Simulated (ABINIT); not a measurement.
# Optical-spectrum calculation of TaN (part 2 of 2)

The same run, continued: TaN (Fm-3m, 2 atoms in the cell); Kohn-Sham DFT of a periodic cell, PBEsol, PseudoDojo NC SR PBEsol v0.4.1 standard, no spin polarisation (ABINIT 10.8.3); cutoff 1142.88 eV, 6×6×6 k-mesh, fermi-dirac of 0.05 eV. The structure derives from a Materials Project entry.

Geometry of the input (Å; fractional positions):
```
0.0000  2.1873  2.1873
2.1873  0.0000  2.1873
2.1873  2.1873  0.0000
Ta 0.5000  0.5000  0.5000
N  0.0000  0.0000  0.0000
```

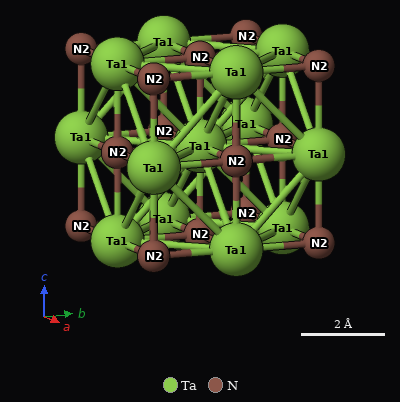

*The structure (ball-and-stick view of the cell 4 times as large as that of the calculation, set on its symmetry axes, seen slightly off an axis; atoms are numbered from 1 in the order of the input).*

Log, continued:
```
--- !ResultsGS
iteration_state: {dtset: 1, }
comment   : Summary of ground state results
lattice_vectors:
- [  0.0000000,   4.1333813,   4.1333813, ]
- [  4.1333813,   0.0000000,   4.1333813, ]
- [  4.1333813,   4.1333813,   0.0000000, ]
lattice_lengths: [   5.84548,    5.84548,    5.84548, ]
lattice_angles: [ 60.000,  60.000,  60.000, ] # degrees, (23, 13, 12)
lattice_volume:   1.4123633E+02
convergence: {deltae:  2.402E-12, res2:  5.158E-13, residm:  4.007E-05, diffor: null, }
etotal    :  -7.54960504E+01
entropy   :   0.00000000E+00
fermie    :   6.03760707E-01
cartesian_stress_tensor: # hartree/bohr^3
- [  1.47976152E-05,   0.00000000E+00,   0.00000000E+00, ]
- [  0.00000000E+00,   1.47976152E-05,   0.00000000E+00, ]
- [  0.00000000E+00,   0.00000000E+00,   1.47976152E-05, ]
pressure_GPa:  -4.3536E-01
xred      :
- [  5.0000E-01,   5.0000E-01,   5.0000E-01, Ta]
- [  0.0000E+00,   0.0000E+00,   0.0000E+00,  N]
cartesian_forces: # hartree/bohr
- [ -0.00000000E+00,  -0.00000000E+00,  -0.00000000E+00, ]
- [ -0.00000000E+00,  -0.00000000E+00,  -0.00000000E+00, ]
force_length_stats: {min:   0.00000000E+00, max:   0.00000000E+00, mean:   0.00000000E+00, }
...

 Integrated electronic density in atomic spheres:
 ------------------------------------------------
 Atom  Sphere_radius  Integrated_density
    1        2.00000          9.28229316
    2        2.00000          5.35935253
================================================================================

 ----iterations are completed or convergence reached----

 Mean square residual over all n,k,spin=   20.487E-08; max=  40.072E-06
 reduced coordinates (array xred) for    2 atoms
       0.500000000000      0.500000000000      0.500000000000
       0.000000000000      0.000000000000      0.000000000000
 rms dE/dt=  0.0000E+00; max dE/dt=  0.0000E+00; dE/dt below (all hartree)
    1       0.000000000000      0.000000000000      0.000000000000
    2       0.000000000000      0.000000000000      0.000000000000

 cartesian coordinates (angstrom) at end:
    1      2.18729119000000     2.18729119000000     2.18729119000000
    2      0.00000000000000     0.00000000000000     0.00000000000000

 cartesian forces (hartree/bohr) at end:
    1     -0.00000000000000    -0.00000000000000    -0.00000000000000
    2     -0.00000000000000    -0.00000000000000    -0.00000000000000
 frms,max,avg= 0.0000000E+00 0.0000000E+00   0.000E+00  0.000E+00  0.000E+00 h/b

 cartesian forces (eV/Angstrom) at end:
    1     -0.00000000000000    -0.00000000000000    -0.00000000000000
    2     -0.00000000000000    -0.00000000000000    -0.00000000000000
 frms,max,avg= 0.0000000E+00 0.0000000E+00   0.000E+00  0.000E+00  0.000E+00 e/A
 length scales=  1.889726125908  1.889726125908  1.889726125908 bohr
              =  1.000000000000  1.000000000000  1.000000000000 angstroms
 Fermi (or HOMO) energy (hartree) =   0.60376   Average Vxc (hartree)=  -0.52034
 Eigenvalues (hartree) for nkpt=  28  k points:
 kpt#   1, nband= 13, wtk=  0.02778, kpt= -0.0833 -0.1667  0.0000 (reduced coord)
  -1.94360   -0.70938   -0.70390   -0.70338   -0.06517    0.37254    0.42194    0.42843
   0.51893    0.58030    0.58072    0.64486    0.67671
      occupation numbers for kpt#   1
   2.00000    2.00000    2.00000    2.00000    2.00000    2.00000    2.00000    2.00000
   2.00000    1.99999    1.99999    0.00000    0.00000
 prteigrs : prtvol=0 or 1, do not print more k-points.

--- !EnergyTerms
iteration_state     : {dtset: 1, }
comment             : Components of total free energy in Hartree
kinetic             :  2.43714123440532E+01
hartree             :  7.39422852902960E+00
xc                  : -1.78160915183385E+01
Ewald energy        : -6.23659203503749E+01
psp_core            :  3.43758617461617E+00
local_psp           : -3.40427644284676E+01
non_local_psp       :  3.52579385847431E+00
internal            : -7.54957553910077E+01
'-kT*entropy'       : -2.95042488532304E-04
total_energy        : -7.54960504334963E+01
total_energy_eV     : -2.05435218839193E+03
band_energy         : -5.04733886736174E+00
...

 Cartesian components of stress tensor (hartree/bohr^3)
  sigma(1 1)=  1.47976152E-05  sigma(3 2)=  0.00000000E+00
  sigma(2 2)=  1.47976152E-05  sigma(3 1)=  0.00000000E+00
  sigma(3 3)=  1.47976152E-05  sigma(2 1)=  0.00000000E+00

-Cartesian components of stress tensor (GPa)         [Pressure= -4.3536E-01 GPa]
- sigma(1 1)=  4.35360871E-01  sigma(3 2)=  0.00000000E+00
- sigma(2 2)=  4.35360871E-01  sigma(3 1)=  0.00000000E+00
- sigma(3 3)=  4.35360871E-01  sigma(2 1)=  0.00000000E+00

================================================================================
== DATASET  2 ==================================================================

--- !DatasetInfo
iteration_state: {dtset: 2, }
dimensions: {natom: 2, nkpt: 28, mband: 25, nsppol: 1, nspinor: 1, nspden: 1, mpw: 1852, }
cutoff_energies: {ecut:  42.0, pawecutdg:  -1.0, }
electrons: {nelect:   1.80000000E+01, charge:   0.00000000E+00, occopt:   3.00000000E+00, tsmear:   1.83747000E-03, }
meta: {optdriver: 0, ionmov: 0, optcell: 0, iscf: -3, paral_kgb: 0, }
...

 mkfilename : getden/=0, take file _DEN from output of DATASET   1.

 Real(R)+Recip(G) space primitive vectors, cartesian coordinates (Bohr,Bohr^-1):
 R(1)=  0.0000000  4.1333813  4.1333813  G(1)= -0.1209663  0.1209663  0.1209663
 R(2)=  4.1333813  0.0000000  4.1333813  G(2)=  0.1209663 -0.1209663  0.1209663
 R(3)=  4.1333813  4.1333813  0.0000000  G(3)=  0.1209663  0.1209663 -0.1209663
 Unit cell volume ucvol=  1.4123633E+02 bohr^3
 Angles (23,13,12)=  6.00000000E+01  6.00000000E+01  6.00000000E+01 degrees

 getcut: wavevector=  0.0000  0.0000  0.0000  ngfft=  36  36  36
         ecut(hartree)=     42.000   => boxcut(ratio)=   2.11102
--------------------------------------------------------------------------------

================================================================================

--- !BeginCycle
iteration_state: {dtset: 2, }
solver: {iscf: -3, nstep: 120, nline: 4, wfoptalg: 0, }
tolerances: {tolwfr: 1.00E-12, }
...

     iter   Etot(hartree)      deltaE(h)  residm     vres2
 Non-SCF case, kpt    1 ( -0.08333 -0.16667  0.00000), residuals and eigenvalues=
  3.87E-13  1.80E-13  1.17E-13  9.09E-13  4.08E-13  5.76E-13  2.99E-13  5.05E-13
  6.23E-13  6.02E-13  1.64E-13  3.03E-13  8.39E-13  1.37E-13  5.48E-13  3.12E-13
  8.41E-13  2.32E-13  7.59E-13  4.84E-13  7.00E-13  4.48E-13  8.09E-13  6.34E-11
  1.48E-10
 -1.9436E+00 -7.0938E-01 -7.0390E-01 -7.0338E-01 -6.5171E-02  3.7254E-01
  4.2194E-01  4.2843E-01  5.1893E-01  5.8030E-01  5.8072E-01  6.4486E-01
  6.7671E-01  7.5450E-01  1.0092E+00  1.3228E+00  1.3493E+00  1.4416E+00
  1.5019E+00  1.6199E+00  1.6667E+00  1.6684E+00  1.6773E+00  1.7345E+00
  1.7451E+00
 prteigrs : prtvol=0 or 1, do not print more k-points.

--- !ResultsGS
iteration_state: {dtset: 2, }
comment   : Summary of ground state results
lattice_vectors:
- [  0.0000000,   4.1333813,   4.1333813, ]
- [  4.1333813,   0.0000000,   4.1333813, ]
- [  4.1333813,   4.1333813,   0.0000000, ]
lattice_lengths: [   5.84548,    5.84548,    5.84548, ]
lattice_angles: [ 60.000,  60.000,  60.000, ] # degrees, (23, 13, 12)
lattice_volume:   1.4123633E+02
convergence: {deltae:  0.000E+00, res2:  0.000E+00, residm:  9.984E-13, diffor:  0.000E+00, }
etotal    :  -7.54960504E+01
entropy   :   0.00000000E+00
fermie    :   6.03760702E-01
cartesian_stress_tensor: null
pressure_GPa: null
xred      :
- [  5.0000E-01,   5.0000E-01,   5.0000E-01, Ta]
- [  0.0000E+00,   0.0000E+00,   0.0000E+00,  N]
cartesian_forces: null
force_length_stats: {min: null, max: null, mean: null, }
...

 Integrated electronic density in atomic spheres:
 ------------------------------------------------
 Atom  Sphere_radius  Integrated_density
    1        2.00000          9.28229313
    2        2.00000          5.35935259
================================================================================

 ----iterations are completed or convergence reached----

 Mean square residual over all n,k,spin=   42.416E-14; max=  99.836E-14
 reduced coordinates (array xred) for    2 atoms
       0.500000000000      0.500000000000      0.500000000000
       0.000000000000      0.000000000000      0.000000000000

 cartesian coordinates (angstrom) at end:
    1      2.18729119000000     2.18729119000000     2.18729119000000
    2      0.00000000000000     0.00000000000000     0.00000000000000
 length scales=  1.889726125908  1.889726125908  1.889726125908 bohr
              =  1.000000000000  1.000000000000  1.000000000000 angstroms
 Eigenvalues (hartree) for nkpt=  28  k points:
 kpt#   1, nband= 25, wtk=  0.02778, kpt= -0.0833 -0.1667  0.0000 (reduced coord)
  -1.94360   -0.70938   -0.70390   -0.70338   -0.06517    0.37254    0.42194    0.42843
   0.51893    0.58030    0.58072    0.64486    0.67671    0.75450    1.00923    1.32276
   1.34926    1.44159    1.50193    1.61989    1.66668    1.66837    1.67731    1.73448
   1.74515
      occupation numbers for kpt#   1
   2.00000    2.00000    2.00000    2.00000    2.00000    2.00000    2.00000    2.00000
   2.00000    1.99999    1.99999    0.00000    0.00000    0.00000    0.00000    0.00000
   0.00000    0.00000    0.00000    0.00000    0.00000    0.00000    0.00000    0.00000
   0.00000
 prteigrs : prtvol=0 or 1, do not print more k-points.

--- !EnergyTerms
iteration_state     : {dtset: 2, }
comment             : Components of total free energy in Hartree
kinetic             :  2.43714124684217E+01
hartree             :  7.39422852902960E+00
xc                  : -1.78160915183385E+01
Ewald energy        : -6.23659203503749E+01
psp_core            :  3.43758617461617E+00
local_psp           : -3.40427644284676E+01
non_local_psp       :  3.52579379259293E+00
internal            : -7.54957553325206E+01
'-kT*entropy'       : -2.95042516988336E-04
total_energy        : -7.54960503750376E+01
...

--- !EnergyTermsDC
iteration_state     : {dtset: 2, }
comment             : '"Double-counting" decomposition of free energy'
band_energy         : -5.04733897648732E+00
Ewald energy        : -6.23659203503749E+01
psp_core            :  3.43758617461617E+00
xc_dc               : -1.15200822387329E+01
internal            : -7.54957553909790E+01
'-kT*entropy'       : -2.95042516988336E-04
total_energy_dc     : -7.54960504334960E+01
...

================================================================================
== DATASET  3 ==================================================================

--- !DatasetInfo
iteration_state: {dtset: 3, }
dimensions: {natom: 2, nkpt: 28, mband: 21, nsppol: 1, nspinor: 1, nspden: 1, mpw: 1852, }
cutoff_energies: {ecut:  42.0, pawecutdg:  -1.0, }
electrons: {nelect:   1.80000000E+01, charge:   0.00000000E+00, occopt:   3.00000000E+00, tsmear:   1.83747000E-03, }
meta: {optdriver: 8, wfk_task: 7, }
...

 mkfilename : getwfk/=0, take file _WFK from output of DATASET   2.

--------------------------------------------------------------------------------

 Computation of velocity matrix elements (DDK)

 Parameters extracted from the Abinit header:
    ecut:     42.0
    nkpt:    864
    mband:   25
    nsppol:  1
    nspinor: 1
    useylm:  0
    inclvkb: 2
    bmin: 1, bmax: 25
    Computing diagonal and off-diagonal matrix elements
    Between band index bmin: 1, bmax: 25

== END DATASET(S) ==============================================================
================================================================================

 -outvars: echo values of variables after computation  --------
            acell      1.8897261259E+00  1.8897261259E+00  1.8897261259E+00 Bohr
           etotal1    -7.5496050433E+01
           etotal2    -7.5496050433E+01
           etotal3     0.0000000000E+00
            fcart1    -0.0000000000E+00 -0.0000000000E+00 -0.0000000000E+00
                      -0.0000000000E+00 -0.0000000000E+00 -0.0000000000E+00
            fcart3     0.0000000000E+00  0.0000000000E+00  0.0000000000E+00
                       0.0000000000E+00  0.0000000000E+00  0.0000000000E+00
            rprim      0.0000000000E+00  2.1872911900E+00  2.1872911900E+00
                       2.1872911900E+00  0.0000000000E+00  2.1872911900E+00
                       2.1872911900E+00  2.1872911900E+00  0.0000000000E+00
           strten1     1.4797615230E-05  1.4797615230E-05  1.4797615230E-05
                       0.0000000000E+00  0.0000000000E+00  0.0000000000E+00
           strten3     0.0000000000E+00  0.0000000000E+00  0.0000000000E+00
                       0.0000000000E+00  0.0000000000E+00  0.0000000000E+00
           xangst      2.1872911900E+00  2.1872911900E+00  2.1872911900E+00
                       0.0000000000E+00  0.0000000000E+00  0.0000000000E+00
             xred      5.0000000000E-01  5.0000000000E-01  5.0000000000E-01
                       0.0000000000E+00  0.0000000000E+00  0.0000000000E+00
 Calculation completed.
```

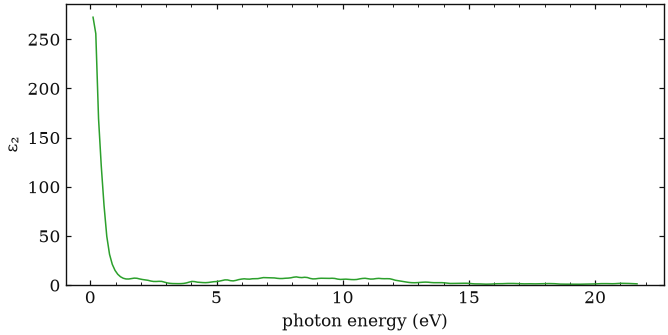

*Imaginary part of the dielectric function (first component that the program prints).*

The highest peak, 272.4, lies at 0.11 eV.

Results in brief:

| quantity | value |
| --- | --- |
| outcome | converged |
| space group (tolerance 0.01 Å) | Fm-3m (225) |
| electrons treated | 18 |
| free energy | −2054.3522 eV |
| Fermi energy of the self-consistent step | 16.429 eV |
| pressure | −0.44 GPa |
| largest force (length of the vector) | under 0.001 eV/Å |
| wall time | 81 s |
| peak memory | 0.74 GiB |

Notes:

Points of doubt noted for this run: no intraband term. Spin–orbit coupling is left out, which matters for Ta.
